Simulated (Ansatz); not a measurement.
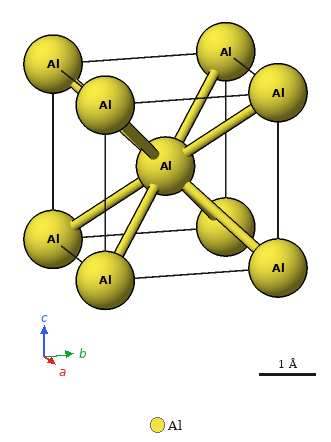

Figure 1. The structure (ball-and-stick view of the cell of the calculation, seen slightly off an axis). Near neighbours in the crystal (not all of them lie inside the picture): Al has 8 Al at 2.80 Å.

# Single-point calculation of Al

The run: single-point calculation of Al (Im-3m, 2 atoms in the cell). Method and program: DFT, PBE, plane waves, PAW, no spin polarisation (Ansatz 0.2.0).

The structure was made by swapping elements on the sites of another compound; it need not be a known phase.

## Output
```
Warning: basis.ecutwfc = 420 eV is below the records' recommended 570 eV, and the density's cutoff is lower with it unless basis.ecutrho_ratio is high enough to keep the records' density cutoff: compare with a run at a higher cutoff
Warning: [file] the checks of this Al dataset prove no rule for summing its radial tables, as where they were carried onto another mesh than they were made on, and Gregory's rule is taken, under which a leading mesh point left out moves its sums only by what lay on the interval it spanned. That does not make them correct, and they differ from Quantum ESPRESSO's on this file; a re-export a fraction of a mesh step off can move them. hamiltonian.pseudopotentials.radial_quadrature: simpson_from_first_knot sums it by `pw.x`'s rule; on a PAW file no value gives `pw.x`'s numbers. What more to know: hamiltonian.pseudopotentials.radial_quadrature, in the input reference
Engine: ansatz 0.2.0, x86_64-unknown-linux-gnu
Pseudopotentials: kind: paw
Pseudopotential: Al, paw, valence charge 3, recommended cutoff 570 eV (normal), Al.paw.azcp
Functional definition: PBE
  parameter kappa = 0.804
  parameter beta = 0.06672455060314922
  exchange = pbe_x(kappa = kappa, mu = beta*pi^2/3)
  correlation = pbe_c(beta = beta)
Crystal: 2 atoms, lattice volume = 33.827 Å³
Basis set: ecut = 420 eV, 691 PW (Γ), exchange–correlation on 48×48×48 points (8 copies of the dense FFT grid, shifted against one another)
Bands: 7, of which v1, the nominal top of the filled ones, is band 3 counted from 1 (2 counted from 0)
Symmetry: 96 space group operations
Space group: Im-3m (ITA 229), of the structure as read, at distance tolerance 3.2e-5 Å
k-points: 120 of 2744
Non-local potential: Al, projectors of the file, l = 0: 2, l = 1: 2
PAW form: soft (Blöchl's): semilocal exchange-correlation on the pseudo side does not see the compensation charge
PAW one-centre angular grid: Al, 110 points (default); XC on 64 Gauss nodes
Initial density: superposition of atomic densities (chi_scale 0.1, normalization cell)
Initial wavefunctions: pseudopotential atomic-orbital guess
Functional: x = pbe(κ = 0.804, μ = 0.2195149727645171), c = pbe(β = 0.06672455060314922)
SCF iter   1: F=—  HF=-1074.743556 eV  |F-HF|=—  |Δ(HF+E_count)|=         —  Δρ=2.00e-2  dr2=1.42e-1  ethr=3.10e-3  ⟨swp⟩=8.4  Hψ=10469  notcnv=0
preconditioner: auto → none  [metal: Δε(μ)=0.041 eV  Ē_g=8.724 eV  σ=0.100 eV  W_gap=0.23  n_scr=6 (ndim 8)  ℏωp=15.6 eV  f_vac=0.003  D(μ)=0.66/eV (n_scr^D=0)  sad-step TF]
SCF iter   2: F=—  HF=-1074.724593 eV  |F-HF|=—  |Δ(HF+E_count)|=   1.90e-2  Δρ=1.26e-2  dr2=5.85e-2  ethr=2.37e-3  ⟨swp⟩=1.0  Hψ=1803  notcnv=0
SCF iter   3: F=—  HF=-1074.706885 eV  |F-HF|=—  |Δ(HF+E_count)|=   1.77e-2  Δρ=6.66e-4  dr2=1.25e-4  ethr=9.75e-4  ⟨swp⟩=8.8  Hψ=14089  notcnv=0  defer=131
automatic band count: the SCF goes on with 11 bands, as 7 were too few: the levels above may hold too much charge
SCF iter   4: F=—  HF=-1074.706639 eV  |F-HF|=—  |Δ(HF+E_count)|=   2.46e-4  Δρ=1.37e-4  dr2=5.20e-6  ethr=2.08e-6  ⟨swp⟩=2.4  Hψ=2675  notcnv=0  defer=139
SCF iter   5: F=—  HF=-1074.706604 eV  |F-HF|=—  |Δ(HF+E_count)|=   3.53e-5  Δρ=1.04e-5  dr2=2.78e-8  ethr=1.67e-9  ⟨swp⟩=9.0  Hψ=10313  notcnv=0
SCF iter   6: F=-1074.706604 eV  HF=-1074.706604 eV  |F-HF|=2.23e-11  |Δ(HF+E_count)|=   3.90e-9  Δρ=6.26e-7  dr2=1.06e-10  ethr=4.64e-10  ⟨swp⟩=2.6  Hψ=3289  notcnv=0
SCF 1 converged in 6 iterations: F = -1074.706604 eV  dr2 = 1.06e-10
  greatest PAW one-centre occupation: 0.212 electrons in one spin orbital (limit 2), on the Al atom at site 1 (counted from 0), in its partial waves of l = 0
SCF converged after 6 iterations
Free energy (F): -1074.706604 eV
Harris-Foulkes:  -1074.706604 eV  (|F-HF|=2.23e-11)
Internal energy: -1074.703380 eV  (E = F + TS)
E sigma→0 (E₀):  -1074.704992 eV
Entropy (-TS):   -0.003224 eV (-1.612 meV/atom)
Fermi energy:    7.712869 eV
--- Per-component energies (eV) ---
  E_band       = 20.098696
  E_kinetic    = 44.266955
  E_local      = 9.399762  (includes V_loc(G=0)·N_el)
  E_nonlocal   = 30.908509
  E_hartree    = 0.144528
  E_xc         = -57.962067
  E_vxc        = -59.604689  (∫ρ·V_xc dr)
  E_paw        = -955.629793  (= ΣΔE_a)
  E_vpaw       = -5.160914  (= ΣTr[D̂ρ^β])
  E_aug_tail   = 0.000018  (compensation charges beyond the density's cutoff)
  E_ewald      = -145.831292
  E_smearing   = -0.003224  (= −TS)
  E_closure    = -0.000000  (closes the sum)
  Σ components = -1074.706604   (vs F -1074.706604, Δ=0.00e0)
--- Forces (eV/Å), atoms counted from 1 ---
  atom   1  Al    -0.00000000     0.00000000     0.00000000
  atom   2  Al    -0.00000000     0.00000000    -0.00000000
  max |Σ_I F_I| component: 3.76e-31 eV/Å
--- Stress (GPa, compression-positive) ---
       -0.007560       0.000000       0.000000
       -0.000000      -0.007560       0.000000
        0.000000       0.000000      -0.007560
  P = ⅓ Tr σ = -0.0076 GPa (-0.076 kbar)
--- Band table (eV; the first three rows and the last of 120) ---
  k-point 0: bands = ["-3.2791", "9.5090", "9.5090", "9.5090", "10.7160", "10.7160", "12.9755", "20.8311", "20.8311", "20.8311", "22.0028"]
  k-point 1: bands = ["-3.2068", "8.3332", "9.5726", "9.5726", "10.7902", "11.6250", "13.4292", "19.9147", "19.9147", "20.9018", "21.5195"]
  k-point 2: bands = ["-2.9904", "6.7399", "9.7633", "9.7633", "11.0073", "12.2998", "14.8990", "18.5301", "18.5301", "20.5788", "21.0305"]
  k-point 119: bands = ["6.7521", "6.7521", "6.7521", "6.7521", "6.7521", "6.7521", "7.9397", "7.9397", "29.2795", "29.2795", "29.2795"]
```

This output came from the following input.

## Input file
```yaml
crystal:
  lattice:
    - [3.2341004139, 0.0, 0.0]
    - [0.0, 3.2341004139, 0.0]
    - [0.0, 0.0, 3.2341004139]
  atoms:
    - { symbol: Al, position: [0.0, 0.0, 0.0] }
    - { symbol: Al, position: [0.5, 0.5, 0.5] }
basis:
  ecutwfc: 420
kpoints:
  mp_grid: { grid: [14, 14, 14] }
hamiltonian:
  xc: pbe
  pseudopotentials: { kind: paw, source: jth }
scf:
  occupations: { method: gaussian, width: 0.1 }
output:
  forces: true
  eigenvalues: true
  stress: true
accuracy: medium
```

Launch command:
```bash
ansatz run input.yaml --threads 1 --pin off --max-ram 2560MiB --backend cpu --events-out ev --progress --plain --runs-dir out
```

## Summary

- outcome: converged
- space group (tolerance 0.01 Å): Im-3m (229)
- electrons treated: 6
- free energy: −1074.7066 eV
- Fermi energy: 7.713 eV
- gap on the k-point mesh: none (metallic)
- pressure: −0.01 GPa
- largest force (length of the vector): under 0.001 eV/Å
- hardware: 1 thread of Intel Xeon @ 2.50GHz (Skylake/Cascade Lake), 192 GiB of memory available, shared host
- wall time: 3.4 s
- peak memory: 0.34 GiB

## Notes

Settings chosen away from the usual ones: accuracy set to medium; hamiltonian.pseudopotentials set to {"kind": "paw", "source": "jth"}. These settings are looser than, or depart from, a standard set-up, so the numbers are not reference values for this system. Notes on the run: the cutoff is below the recommended one.
